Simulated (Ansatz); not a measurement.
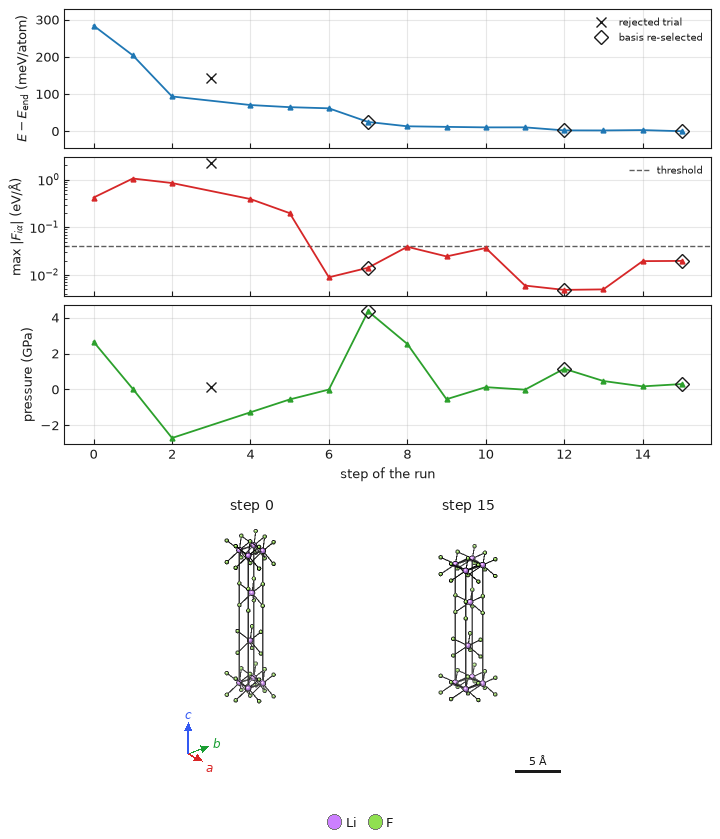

First and last geometry of a relaxation of crystalline LiF$_{2}$ (built on the 3R molybdenite_160 type) (coarse preliminary run), with the history of the run. A ball-and-stick model of the conventional cell (3 times the calculation's cell), seen slightly off an axis. Lengths and directions refer to the drawn axes.

Case: 3R molybdenite type (R3m, No. 160).

Level of theory: Ansatz 0.2.0, DFT PBE, scalar-relativistic, plane waves, PAW.

The input:
```yaml
crystal:
  lattice:
    - [1.3240377622, 0.7644335584, 5.1264738043]
    - [-1.3240377622, 0.7644335584, 5.1264738043]
    - [0.0, -1.5288671169, 5.1264738043]
  atoms:
    - { symbol: Li, position: [0.0, 0.0, 0.0] }
    - { symbol: F, position: [0.7484, 0.7484, 0.7484], spin: 0.53 }
    - { symbol: F, position: [0.5849, 0.5849, 0.5849], spin: 0.53 }
basis:
  ecutwfc: 420
kpoints:
  mp_grid: { grid: [6, 6, 6] }
hamiltonian:
  xc: pbe
scf:
  occupations: { method: gaussian, width: 0.1 }
  lower_state_search: "off"
output:
  forces: true
  stress: true
  eigenvalues: true
  populations: true
magnetization:
  spin_polarized: true
relax:
  adjacent_minimum: "off"
  f_tol: 0.04
  max_steps: 70
  cell: { stress_tol: 0.4 }
```

Run as
```bash
ansatz run input.yaml --threads 1 --pin off --max-ram 2560MiB --backend cpu --events-out ev --progress --plain --runs-dir out
```

### Read the history and describe the run.

It converged. The energy falls by 284 meV per atom in 11 accepted moves (15 points after the start). The largest force component goes from 0.42 to 0.02 eV/Å. Pressure: 2.65 GPa at the start and 0.30 GPa at the end. The line search rejected the trial step at point 3 of the run. The SCF was repeated 3 times at an unchanged geometry on a basis and grid sized afresh for the cell, which shifted the energy by 36.7 meV per atom at most. The largest moves relative to the cell, 0.15 Å, are those of F2 and F3. F2 goes along −c. Li stays in place. The volume changes by +22.0 %, with a = b 2.648 → 3.094 Å (+16.8 %), c 15.379 → 13.743 Å (−10.6 %). Near-neighbour distances that change, for instance: Li1–F2 1.979 → 2.032 Å. Bond angles that change, for instance: F2–Li1–F3 78.9° → 57.0°, F2–Li1–F2 84.0° → 99.1°, Li1–F2–Li1 84.0° → 99.1°. The space group stays R3m (No. 160). The run took 58 s on 1 thread of Arm Neoverse V2, on a shared host, peak memory 0.3 GiB.

```tsv
step	E − E(0), meV/atom	largest force component, eV/Å	pressure, GPa	volume, Å³/atom	note
0	0.00	0.4195	2.65	10.377	
1	-79.92	1.0540	0.03	11.319	
2	-190.60	0.8474	-2.70	12.054	
3	-140.50	2.2110	0.16	12.428	rejected
4	-213.68	0.3906	-1.27	11.881	
5	-219.43	0.1978	-0.56	11.625	
6	-222.53	0.0089	0.00	11.340	
7	-259.21	0.0141	4.35	11.340	same geometry, new basis
8	-270.91	0.0388	2.53	11.591	
9	-272.45	0.0244	-0.54	12.382	
10	-273.81	0.0367	0.13	12.102	
11	-273.76	0.0060	-0.01	12.131	
12	-281.92	0.0048	1.15	12.131	same geometry, new basis
13	-282.09	0.0050	0.47	12.422	
14	-281.14	0.0194	0.17	12.658	
15	-284.17	0.0196	0.30	12.658	same geometry, new basis
```
